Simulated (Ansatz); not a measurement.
Ta (charge +6): geometry relaxation

Ta (slab, 3 atoms in the cell, total charge +6), set up with DFT, PBEsol, plane waves, PAW, PAW set soft_1 (Ansatz 0.2.0).

The structure derives from an entry of the Crystallography Open Database. The input holds or restrains some coordinates.

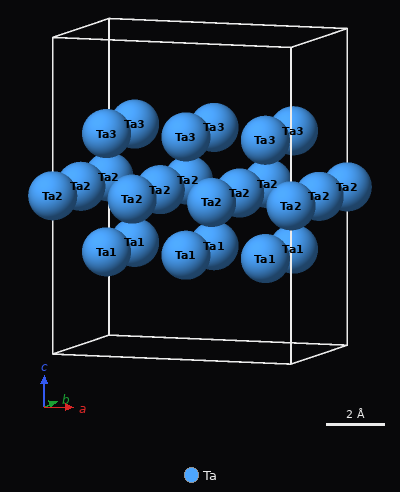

**Figure 1.** The input geometry (spheres-only view of the 3 × 2 repeat of the cell, with the vacuum cut short, seen slightly off an axis; atoms are numbered from 1 in the order of the input).

**Outcome**

- outcome: refused by the program
- hardware: 1 thread of Arm Neoverse V1, 24 GiB of memory available, shared host

**Diagnosis**

The input was spoiled on purpose: a charge that the system can't hold (`total_charge`). The cell cannot bind or give up so many electrons; the background charge dominates. The program refused the input: “efield: with total_charge ≠ 0 without external_charges — the saw-weighted dipole of a charged cell depends on the ramp position (the isolated-slab reference a dipole correction restores does not exist for a charged slab), so the field energy is ill-defined under the jellium convention …”

**Input**
```yaml
crystal:
  lattice:
    - [2.9524503657, 0.0, 0.0]
    - [0.0, 2.9524503657, 0.0]
    - [0.0, 0.0, 18.1753953494]
  atoms:
    - { symbol: Ta, position: [0.5, 0.5, 0.3851360515] }
    - { symbol: Ta, position: [0.0, 0.0, 0.5] }
    - { symbol: Ta, position: [0.5, 0.5, 0.6148639485] }
basis:
  ecutwfc: 420
kpoints:
  mp_grid: { grid: [10, 10, 1] }
hamiltonian:
  xc: pbesol
  pseudopotentials: { kind: paw, azcp: { folder: soft_1 } }
scf:
  occupations: { method: gaussian, width: 0.1 }
  max_iter: 100
output:
  forces: true
  eigenvalues: true
relax:
  adjacent_minimum: "off"
  f_tol: 0.03
  max_steps: 50
  constraints: [{ sites: [0] }]
efield:
  axis: 3
  dipole_correction: true
  ramp_width: 0.04
total_charge: 6
```

Run as:
```bash
ansatz run input.yaml --threads 1 --pin off --max-ram 3072MiB --backend cpu --events-out ev --progress --plain --runs-dir out
```

**Log**
```
Error: efield: with total_charge ≠ 0 without external_charges — the saw-weighted dipole of a charged cell depends on the ramp position (the isolated-slab reference a dipole correction restores does not exist for a charged slab), so the field energy is ill-defined under the jellium convention; neutralise the cell or drop the efield: block, which crystal.periodic lets a charged slab do
```
